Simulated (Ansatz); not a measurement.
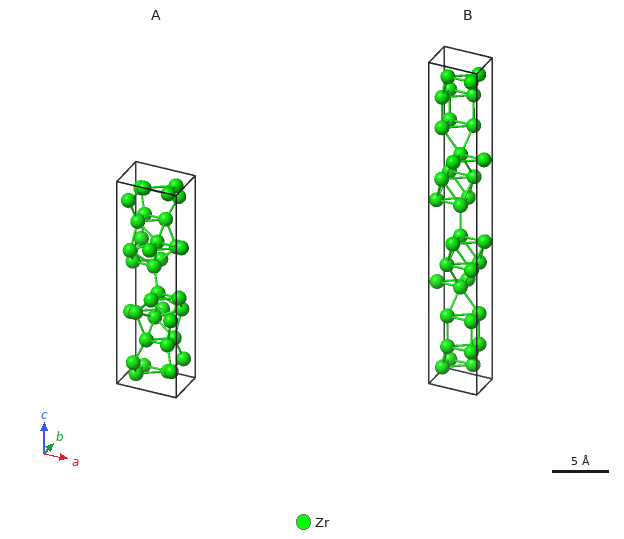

Two geometries of solid Zr (built on the alpha-boron_166 type) (coarse preliminary run), drawn at one scale. One is the start of a relaxation, the other its converged end. A ball-and-stick model of the conventional cell (3 times the calculation's cell), seen slightly off an axis. Lengths and directions refer to the drawn axes.

Level of theory: DFT PBEsol, scalar-relativistic, plane waves, PAW (Ansatz). (plane-wave cutoff 420 eV; k-point mesh 3 × 3 × 3; occupations gaussian; smearing width 0.1 eV; no spin polarisation; cell and atoms relaxed; force threshold 0.04 eV/Å; at most 70 steps)

### Which of the two is the end point?

Structure B is the relaxed one. Case: alpha-boron type (R-3m, No. 166). The largest moves relative to the cell, 0.59 Å, are those of Zr atoms. Cell: a = b 7.407 → 5.995 Å (−19.1 %), c 18.949 → 30.110 Å (+58.9 %). Volume +4.1 %. Some distances before and after: Zr–Zr 2.711 → 4.806 Å, Zr–Zr 4.766 → 2.985 Å, Zr–Zr 4.375 → 3.075 Å, Zr–Zr 2.641 → 3.010 Å. New bonds form: Zr–Zr (4.37 → 3.08 Å), Zr–Zr (4.77 → 2.98 Å). Bonds break: Zr–Zr (2.71 → 4.81 Å). Among the angles between lasting bonds that change: Zr–Zr–Zr 108.9° → 61.3°, Zr–Zr–Zr 60.1° → 107.4°, Zr–Zr–Zr 107.0° → 62.9°. The space group stays R-3m (No. 166). After 19 accepted moves (23 points after the start) the energy has fallen by 902 meV per atom. Largest force component: 2.3 eV/Å at the start, 0.021 eV/Å at the end. The pressure goes from 15.83 to −0.08 GPa. The line search rejected the trial steps at points 7, 13 of the run. At 2 points the geometry stayed and the basis and grid were re-selected for the new cell (energy shift of 68.8 meV per atom at most each time). The run took about 4 core-minutes on a shared host.
